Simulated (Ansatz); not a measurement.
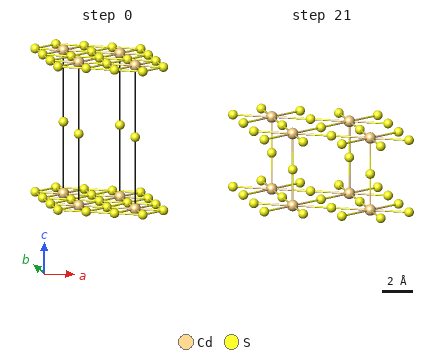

The structure of a crystal of CdS4 (a generated structure, set up in P6/mmm) (coarse preliminary run) before (left) and after (right) a relaxation, at one scale.

Style: ball-and-stick. Shown: the cell of the calculation, slightly off an axis.

Theory: Ansatz, DFT PBE, scalar-relativistic, plane waves, PAW. Set-up: plane-wave cutoff 420 eV; k-point mesh 6 × 6 × 2; occupations gaussian; smearing width 0.1 eV; no spin polarisation; cell and atoms relaxed; force threshold 0.04 eV/Å; at most 70 steps.

**Describe what moved and what it gained.**

No atom moves by more than 0.005 Å relative to the cell. The volume changes by −5.2 %, with a = b 3.948 → 5.422 Å (+37.3 %), c 9.911 → 4.979 Å (−49.8 %). Among the contacts that change: Cd–S 4.955 → 2.490 Å, Cd–S 1.974 → 2.711 Å, S–S 1.974 → 2.711 Å. New bonds form, among them: Cd–S (4.96 → 2.49 Å). Bonds break, among them: S–S (1.97 → 2.71 Å). The space group stays P6/mmm (No. 191). Over 18 accepted moves (21 points after the start) the energy falls by 25.388 eV per cell of the calculation. All forces vanish by symmetry, so only the cell relaxes. Pressure: 83.86 GPa at the start and 0.00 GPa at the end. The line search rejected the trial step at point 15 of the run. The SCF was repeated twice at an unchanged geometry on a basis and grid sized afresh for the cell, which shifted the energy by 0.568 eV per cell of the calculation at most.
